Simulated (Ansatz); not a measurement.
**What a change does: single-point calculation on Ta3N2**

System: Ta3N2 (P-3m1, 5 atoms in the cell).
Method of run A: DFT r2SCAN, scalar-relativistic, plane waves, PAW, no spin polarisation (Ansatz 0.2.0).

The structure was built on a prototype by a generator; it need not be a known phase. Text and figures count atoms from 1; the logs count them from 0 in places.

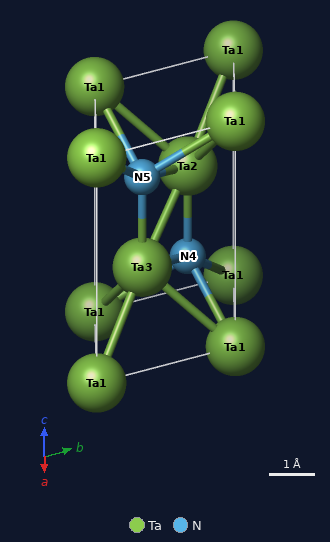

Fig. 1: The structure (ball-and-stick view of the cell of the calculation, seen at an oblique angle; atoms are numbered from 1 in the order of the input). Near neighbours in the crystal (not all of them lie inside the picture): Ta has 6 N at 2.49 Å and 6 Ta at 2.87 Å; Ta has 4 N at 2.17 to 2.24 Å and 6 Ta at 2.64 to 2.87 Å; N has 7 Ta at 2.17 to 2.49 Å.

**Input file, run A**
```yaml
crystal:
  lattice:
    - [3.5971261021, 0.0, 0.0]
    - [-1.7985630511, 3.115202585, 0.0]
    - [0.0, 0.0, 5.5965439101]
  atoms:
    - { symbol: Ta, position: [0.0, 0.0, 0.0] }
    - { symbol: Ta, position: [0.3333333333, 0.6666666667, 0.645] }
    - { symbol: Ta, position: [0.6666666667, 0.3333333333, 0.355] }
    - { symbol: "N", position: [0.3333333333, 0.6666666667, 0.245] }
    - { symbol: "N", position: [0.6666666667, 0.3333333333, 0.755] }
basis:
  ecutwfc: 500
kpoints:
  mp_grid: { grid: [6, 6, 4] }
hamiltonian:
  xc: r2scan
scf:
  occupations: { method: gaussian, width: 0.1 }
  lower_state_search: "off"
output:
  forces: true
  stress: true
  eigenvalues: true
```

Command:
```bash
ansatz run input.yaml --threads 1 --pin off --max-ram 2560MiB --backend cpu --events-out ev --progress --plain --runs-dir out
```

Hardware: 1 thread of Intel Xeon (Granite Rapids), 192 GiB of memory available, shared host.

**Output, shortened to warnings, some set-up lines, iterations and results (run A)**
```
Basis set: ecut = 500 eV, 1641 PW (Γ), exchange–correlation on 108×108×180 points (64 copies of the dense FFT grid, shifted against one another)
Symmetry: 12 space group operations
k-points: 24 of 144
Initial density: superposition of atomic densities (neutral atoms: chi_scale 0, normalization atom), corrected by the library's trained network
[...]
SCF iter   1: F=-30602.781337 eV  HF=-30602.625486 eV  |F-HF|=1.56e-1  |Δ(HF+E_count)|=         —  Δρ=1.04e-2  dr2=5.16e-2  dr2_τ=2.47e-1  ethr=1.77e-3  ⟨swp⟩=5.8  Hψ=3125  …
SCF iter   2: F=-30602.808836 eV  HF=-30602.811832 eV  |F-HF|=3.00e-3  |Δ(HF+E_count)|=   1.86e-1  Δρ=7.32e-3  dr2=2.02e-2  dr2_τ=1.98e-3  ethr=1.05e-4  ⟨swp⟩=2.3  Hψ=1491  …
SCF iter   3: F=-30602.813541 eV  HF=-30602.814539 eV  |F-HF|=9.98e-4  |Δ(HF+E_count)|=   2.71e-3  Δρ=2.94e-3  dr2=3.26e-3  dr2_τ=1.06e-3  ethr=4.12e-5  ⟨swp⟩=2.0  Hψ=1100  …
SCF iter   4: F=-30602.814864 eV  HF=-30602.815042 eV  |F-HF|=1.79e-4  |Δ(HF+E_count)|=   5.03e-4  Δρ=6.37e-4  dr2=4.23e-4  dr2_τ=7.02e-5  ethr=6.66e-6  ⟨swp⟩=2.0  Hψ=1077  …
SCF iter   5: F=-30602.815080 eV  HF=-30602.815136 eV  |F-HF|=5.55e-5  |Δ(HF+E_count)|=   9.33e-5  Δρ=4.01e-4  dr2=1.09e-4  dr2_τ=7.30e-6  ethr=8.64e-7  ⟨swp⟩=2.1  Hψ=1111  …
SCF iter   6: F=-30602.815142 eV  HF=-30602.815145 eV  |F-HF|=2.78e-6  |Δ(HF+E_count)|=   9.09e-6  Δρ=8.54e-5  dr2=5.83e-6  dr2_τ=4.84e-7  ethr=2.23e-7  ⟨swp⟩=2.0  Hψ=1094  …
SCF iter   7: F=-30602.815146 eV  HF=-30602.815146 eV  |F-HF|=1.23e-7  |Δ(HF+E_count)|=   1.32e-6  Δρ=1.78e-5  dr2=3.32e-7  dr2_τ=1.56e-8  ethr=1.19e-8  ⟨swp⟩=2.0  Hψ=1014  …
SCF iter   8: F=-30602.815146 eV  HF=-30602.815146 eV  |F-HF|=4.26e-9  |Δ(HF+E_count)|=   5.06e-8  Δρ=3.40e-6  dr2=1.32e-8  dr2_τ=4.48e-10  ethr=2.04e-10  ⟨swp⟩=8.4  Hψ=3073  …
SCF 1 converged in 8 iterations: F = -30602.815146 eV  dr2 = 1.32e-8
SCF converged after 8 iterations
Free energy (F): -30602.815146 eV
Harris-Foulkes:  -30602.815146 eV  (|F-HF|=4.26e-9)
Internal energy: -30602.802511 eV  (E = F + TS)
E sigma→0 (E₀):  -30602.808828 eV
Entropy (-TS):   -0.012636 eV (-2.527 meV/atom)
Fermi energy:    20.049273 eV
--- Per-component energies (eV) ---
  E_band       = -270.850853
  E_kinetic    = 1374.189741
  E_local      = -1915.294970  (includes V_loc(G=0)·N_el)
  E_nonlocal   = 138.134070
  E_hartree    = 665.387103
  E_xc         = -735.259011
  E_vxc        = -839.420818  (∫ρ·V_xc dr)
  E_paw        = -25528.479861  (= ΣΔE_a)
  E_vpaw       = -403.030728  (= ΣTr[D̂ρ^β])
  E_aug_tail   = 0.000247  (compensation charges beyond the density's cutoff)
  E_vtau       = 43.797405  (kinetic-family band-sum trace: ∫τ·v_τ [+ j·A + Jᵃ·Aᵃ] dr)
  E_ewald      = -4599.151859
  E_core_change = -2.327970  (= ΣΔE_core)
  E_smearing   = -0.012636  (= −TS)
  E_closure    = 0.000000  (closes the sum)
  Σ components = -30602.815146   (vs F -30602.815146, Δ=0.00e0)
--- Forces (eV/Å), atoms counted from 1 ---
  atom   1  Ta     0.00000000     0.00000000     0.00000000
  atom   2  Ta    -0.00000000    -0.00000000     3.05627043
  atom   3  Ta     0.00000000     0.00000000    -3.05627043
  atom   4  N     -0.00000000    -0.00000000    -0.26282517
  atom   5  N      0.00000000     0.00000000     0.26282517
  max |Σ_I F_I| component: 1.85e-17 eV/Å
--- Stress (GPa, compression-positive) ---
       -3.596792      -0.000000      -0.000000
        0.000000      -3.596792       0.000000
       -0.000000       0.000000      17.030200
  P = ⅓ Tr σ = 3.2789 GPa (32.789 kbar)
```

The input of run B differs as follows (lines with − go, lines with + come):
```diff
-    - { symbol: Ta, position: [0.0, 0.0, 0.0] }
-    - { symbol: Ta, position: [0.3333333333, 0.6666666667, 0.645] }
-    - { symbol: Ta, position: [0.6666666667, 0.3333333333, 0.355] }
+    - { symbol: Ta, position: [0.0, 0.0, 0.0], spin: 1.0 }
+    - { symbol: Ta, position: [0.3333333333, 0.6666666667, 0.645], spin: 1.0 }
+    - { symbol: Ta, position: [0.6666666667, 0.3333333333, 0.355], spin: 1.0 }
+  populations: true
+magnetization:
+  spin_polarized: true
```

How does run B compare with run A?

The energy is the same within 0.01 meV per atom. With spin allowed, the absolute moment of the cell comes to 0.00 μB. The SCF takes 19 iterations against 8. On the same kind of shared host run B took about 4.3 times as long. The two runs start from different initial densities, which also moves the count.

**Output, shortened to warnings, some set-up lines, iterations and results (run B)**
```
WARN: the starting moments were not kept: the SCF closed with an absolute magnetisation of 1.5e-5 μB, where they sum to 3 μB in size (3 sites). That is at most 0.1 of that sum. Measured as dr2_m measures the in/out step, that magnetisation stands 2.0e-11 eV from none, at or under the dr2_threshold of 1.0e-7 eV: it is no larger than a step whose dr2_m would equal this threshold. The system may …
Basis set: ecut = 500 eV, 1641 PW (Γ), exchange–correlation on 108×108×180 points (64 copies of the dense FFT grid, shifted against one another)
Symmetry: 12 space group operations
k-points: 24 of 144
Initial density: superposition of atomic densities (chi_scale 0.1, normalization cell, long waves kept (reshape's long-wave potential 0.02 eV rms))
[...]
SCF iter   1: F=-30599.868519 eV  HF=-30602.099389 eV  |F-HF|=2.23e0  |Δ(HF+E_count)|=         —  Δρ=5.13e-2 (↑4.39e-2 ↓5.13e-2)  dr2=4.04e0  dr2_τ=1.38e-1  dr2_m=7.93e-1  …
SCF iter   2: F=-30601.835278 eV  HF=-30602.362941 eV  |F-HF|=5.28e-1  |Δ(HF+E_count)|=   2.64e-1  Δρ=3.66e-2 (↑3.19e-2 ↓3.66e-2)  dr2=1.49e0  dr2_τ=1.69e-2  dr2_m=4.32e-1  …
SCF iter   3: F=-30602.711243 eV  HF=-30602.568969 eV  |F-HF|=1.42e-1  |Δ(HF+E_count)|=   2.06e-1  Δρ=2.40e-2 (↑2.17e-2 ↓2.40e-2)  dr2=2.05e-1  dr2_τ=1.02e-2  dr2_m=2.42e-1  …
SCF iter   4: F=-30602.781878 eV  HF=-30602.696613 eV  |F-HF|=8.53e-2  |Δ(HF+E_count)|=   1.28e-1  Δρ=1.66e-2 (↑1.55e-2 ↓1.66e-2)  dr2=4.78e-2  dr2_τ=2.50e-3  dr2_m=1.36e-1  …
SCF iter   5: F=-30602.802635 eV  HF=-30602.747345 eV  |F-HF|=5.53e-2  |Δ(HF+E_count)|=   5.07e-2  Δρ=1.17e-2 (↑1.17e-2 ↓1.15e-2)  dr2=3.33e-3  dr2_τ=1.28e-3  dr2_m=7.56e-2  …
[... 10 lines ...]
SCF iter  16: F=-30602.815146 eV  HF=-30602.815146 eV  |F-HF|=2.52e-8  |Δ(HF+E_count)|=   5.20e-7  Δρ=2.95e-6 (↑2.95e-6 ↓2.86e-6)  dr2=1.03e-8  dr2_τ=1.43e-10  dr2_m=3.62e-9  …
SCF iter  17: F=-30602.815146 eV  HF=-30602.815146 eV  |F-HF|=4.64e-8  |Δ(HF+E_count)|=   1.37e-8  Δρ=1.26e-6 (↑1.26e-6 ↓1.05e-6)  dr2=5.99e-10  dr2_τ=2.05e-11  …
SCF iter  18: F=-30602.815146 eV  HF=-30602.815146 eV  |F-HF|=2.67e-8  |Δ(HF+E_count)|=   2.10e-8  Δρ=6.89e-7 (↑6.89e-7 ↓5.17e-7)  dr2=1.93e-10  dr2_τ=8.07e-12  …
SCF iter  19: F=-30602.815146 eV  HF=-30602.815146 eV  |F-HF|=2.40e-9  |Δ(HF+E_count)|=   2.53e-8  Δρ=1.87e-7 (↑1.87e-7 ↓1.81e-7)  dr2=4.35e-11  dr2_τ=8.95e-13  …
SCF 1 converged in 19 iterations: F = -30602.815146 eV  dr2 = 4.35e-11
this state was not tested for a lower state beside it, because the mixer in use, unlike msr1, does not test its closes by its own steps (another_mixer; see scf.mixing.algorithm and scf.lower_state_search)
SCF converged after 19 iterations
Magnetization: 0.0000 μB (24.5000 up, 24.5000 down)
Absolute magnetization: 0.0000 μB (∫|ρ↑−ρ↓|, with the PAW one-centre terms)
Spin contamination: 0.0000 ħ² per cell (⟨S²⟩ above its minimum at these occupations)
Per-site moments (μB) at R_I (Å): [(3.192709000680062e-6, 1.0265505411961204), (6.712647417747565e-7, 0.8935261490419576), (6.712647418058349e-7, 0.8935261490419576), (-1.5417408350971903e-6, 0.8935261490419576), (-1.5417408350894837e-6, 0.8935261490419576)]
Free energy (F): -30602.815146 eV
Harris-Foulkes:  -30602.815146 eV  (|F-HF|=2.40e-9)
Internal energy: -30602.802511 eV  (E = F + TS)
E sigma→0 (E₀):  -30602.808828 eV
Entropy (-TS):   -0.012635 eV (-2.527 meV/atom)
Fermi energy:    20.049265 eV
--- Per-component energies (eV) ---
  E_band       = -270.851101
  E_kinetic    = 1374.189890
  E_local      = -1915.294794  (includes V_loc(G=0)·N_el)
  E_nonlocal   = 138.134100
  E_hartree    = 665.386776
  E_xc         = -735.259032
  E_vxc        = -839.420842  (∫ρ·V_xc dr)
  E_paw        = -25528.479869  (= ΣΔE_a)
  E_vpaw       = -403.030678  (= ΣTr[D̂ρ^β])
  E_aug_tail   = 0.000247  (compensation charges beyond the density's cutoff)
  E_vtau       = 43.797402  (kinetic-family band-sum trace: ∫τ·v_τ [+ j·A + Jᵃ·Aᵃ] dr)
  E_ewald      = -4599.151859
  E_core_change = -2.327970  (= ΣΔE_core)
  E_smearing   = -0.012635  (= −TS)
  E_closure    = 0.000000  (closes the sum)
  Σ components = -30602.815146   (vs F -30602.815146, Δ=0.00e0)
--- Forces (eV/Å), atoms counted from 1 ---
  atom   1  Ta    -0.00000000     0.00000000     0.00000000
  atom   2  Ta    -0.00000000    -0.00000000     3.05639373
  atom   3  Ta     0.00000000     0.00000000    -3.05639373
  atom   4  N     -0.00000000    -0.00000000    -0.26277842
  atom   5  N      0.00000000     0.00000000     0.26277842
  max |Σ_I F_I| component: 4.44e-16 eV/Å
--- Stress (GPa, compression-positive) ---
       -3.596585       0.000000      -0.000000
       -0.000000      -3.596585       0.000000
       -0.000000       0.000000      17.030003
  P = ⅓ Tr σ = 3.2789 GPa (32.789 kbar)
--- Löwdin populations: 5 sites ---
  site symbol       q [e]    m [muB]
     0     Ta     12.4100     0.0000
     1     Ta     12.4871     0.0000
     2     Ta     12.4871     0.0000
     3      N      5.6889    -0.0000
     4      N      5.6889    -0.0000
  spilling = 0.004857 (of n_electrons = 49.000000)
```

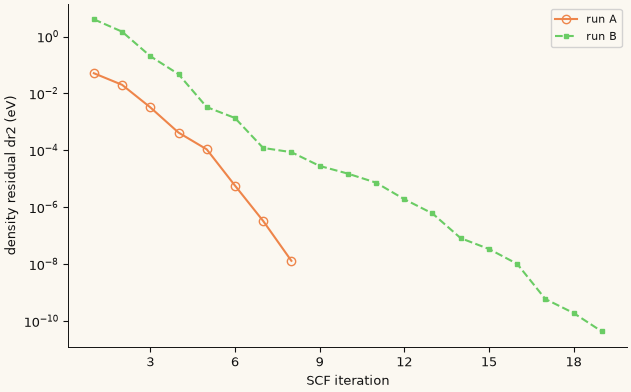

Fig. 2: Convergence of the two runs: density residual dr2 against the SCF iteration. Run A takes 8 iterations in all, and run B takes 19.

**The two runs side by side**

| quantity | run A | run B |
| --- | --- | --- |
| outcome | converged | converged |
| free energy per atom (eV) | −6120.5630 | −6120.5630 |
| energy per atom, smearing taken to zero (eV) | −6120.5618 | −6120.5618 |
| gap on the mesh (eV) | 0.00 | 0.00 |
| pressure (GPa) | 3.28 | 3.28 |
| largest force (eV/Å) | 3.056 | 3.056 |
| SCF iterations | 8 | 19 |
| irreducible k-points | 24 | 24 |
| plane waves at Γ | 1641 | 1641 |
| net moment of the cell (μB) | – | 0.00 |
| absolute moment of the cell (μB) | – | 0.00 |
| wall time (shared host) | 3.5 s | 15 s |

For both runs: Spin–orbit coupling is left out, which matters for Ta. For run A: The cell holds an odd number of electrons but the run has no spin polarisation, so it comes out as a metal. For run B: The electronic state found may not be the lowest one. Warnings: some starting moments were not kept; the state was not tested for a lower one.
